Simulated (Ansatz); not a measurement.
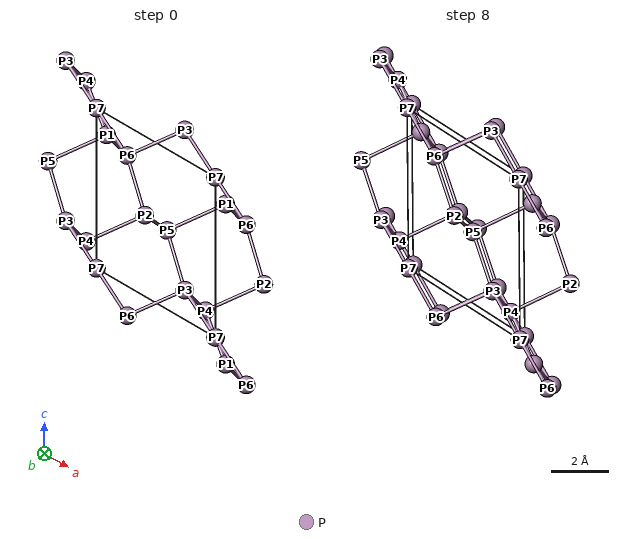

The structure of a crystal of P (a generated structure, set up in P-1) (coarse preliminary run) before (left) and after (right) a relaxation, at one scale.

The picture is a ball-and-stick view of the cell of the calculation, seen along the b axis.

These are results of Ansatz, DFT PBE, scalar-relativistic, plane waves, PAW, not measurements. (plane-wave cutoff 420 eV; k-point mesh 4 × 4 × 4; occupations gaussian; smearing width 0.1 eV; no spin polarisation; cell and atoms relaxed; force threshold 0.04 eV/Å; at most 70 steps)

Question: Describe what moved and what it gained.

Answer: The largest moves relative to the cell, 0.092 Å, are those of P1 and P4. P4 goes roughly along [−3 −2 −3]. Cell: a 5.426 → 5.250 Å (−3.2 %), b 5.606 → 5.743 Å (+2.4 %), c 5.776 → 5.774 Å (0.0 %), α 99.4° → 97.2°, β 112.2° → 114.9°. Volume −2.2 %. Near-neighbour distances that change, for instance: P1–P5 2.312 → 2.362 Å, P3–P6 2.241 → 2.222 Å, P3–P7 2.316 → 2.322 Å, P1–P4 2.268 → 2.262 Å. Among the angles between lasting bonds that change: P3–P6–P7 98.2° → 92.9°, P1–P6–P7 94.5° → 97.2°, P2–P6–P7 158.2° → 160.4°. The space group stays P-1 (No. 2). The energy falls by 6.2 meV per atom in 6 accepted moves (8 points after the start). The largest force component goes from 0.15 to 0.035 eV/Å. The pressure goes from 0.32 to 0.02 GPa. The line search rejected the trial step at point 6 of the run. The SCF was repeated once at an unchanged geometry on a basis and grid sized afresh for the cell, which shifted the energy by 0.1 meV per atom at most. The run took 81 s on 1 thread of Arm Neoverse V1, on a shared host, peak memory 0.41 GiB.
